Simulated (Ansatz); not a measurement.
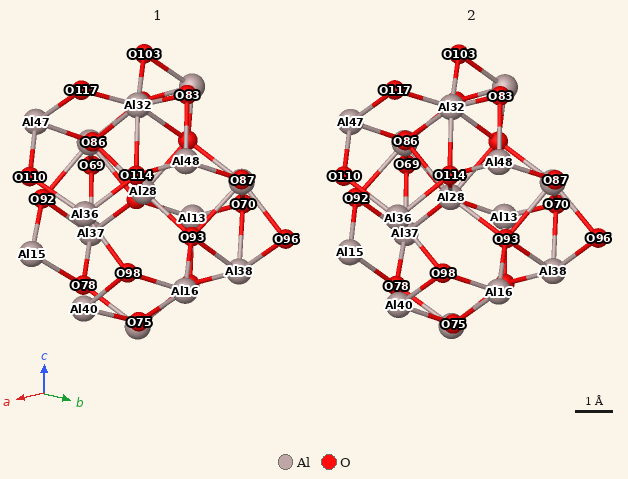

Two geometries of a defect cell of composition Al₄₈O₇₀ (cell charge +2), drawn at one scale. One is the start of a relaxation, the other its converged end. Style: ball-and-stick. Shown: the atoms within 4.2 Å of the atom that moves most (axes of the cell of the calculation (origin shifted)), from a free direction.

Computed with DFT, PBEsol, PAW, plane waves in Ansatz 0.2.0. Settings: plane-wave cutoff 420 eV; k-point mesh 1 × 1 × 1; mesh shifted by (0.25, 0.25, 0.25); no spin polarisation; atoms relaxed in a fixed cell; force threshold 0.03 eV/Å; at most 80 steps.

Which one is relaxed?

Answer. Structure 1 is the relaxed one. Over 6 geometry steps the energy falls by 3.055 eV per cell of the calculation. The largest force component goes from 3.1 to 0.018 eV/Å. The atom that moves furthest is an Al atom (0.24 Å along [−2 0 1]). Largest moves by element: Al 0.24 Å, O 0.12 Å. The lattice vectors keep their values. Near-neighbour distances that change, for instance: Al–O 1.983 → 1.833 Å, Al–O 1.951 → 2.041 Å, Al–O 1.916 → 1.834 Å, Al–O 1.803 → 1.877 Å. Among the angles between lasting bonds that change: Al–O–Al 92.6° → 102.9°, O–Al–O 89.4° → 98.2°, O–Al–O 79.2° → 86.7°.

Limits of the set-up: the cell is charged, on a uniform background, and energies carry no finite-size correction.
